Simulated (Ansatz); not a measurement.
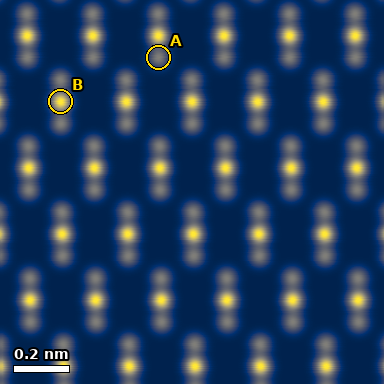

Dark-field STEM-like image of Pt (P6_3/mmc, No. 194) along [201]. The image is simulated as a sum over atoms of Z^1.7, blurred by a 0.58 Å probe (no channelling). A slight drift was added. Atomic positions: the geometry relaxed with DFT, PBE, plane waves (420 eV) with PAW, scalar-relativistic in Ansatz; the starting structure was generated, so it need not be a known form of this composition.

```cif
data_structure
_symmetry_space_group_name_H-M 'P 1'
_symmetry_Int_Tables_number 1
_cell_length_a 2.7833
_cell_length_b 2.7833
_cell_length_c 9.3569
_cell_angle_alpha 90.000
_cell_angle_beta 90.000
_cell_angle_gamma 120.000
_cell_volume 62.77
loop_
_atom_site_label
_atom_site_type_symbol
_atom_site_fract_x
_atom_site_fract_y
_atom_site_fract_z
_atom_site_occupancy
Pt1 Pt 0.00000 0.00000 0.00000 1
Pt2 Pt 0.00000 0.00000 0.50000 1
Pt3 Pt 0.33333 0.66667 0.25000 1
Pt4 Pt 0.66667 0.33333 0.75000 1
```

**Name the elements in each circled column.**

A: Pt (1 Pt per 10.89 Å along the beam; about 50 % of the brightest peak). B: Pt (2 Pt per 10.89 Å along the beam; the brightest kind). Brightness is counted from the darkest point of the image.
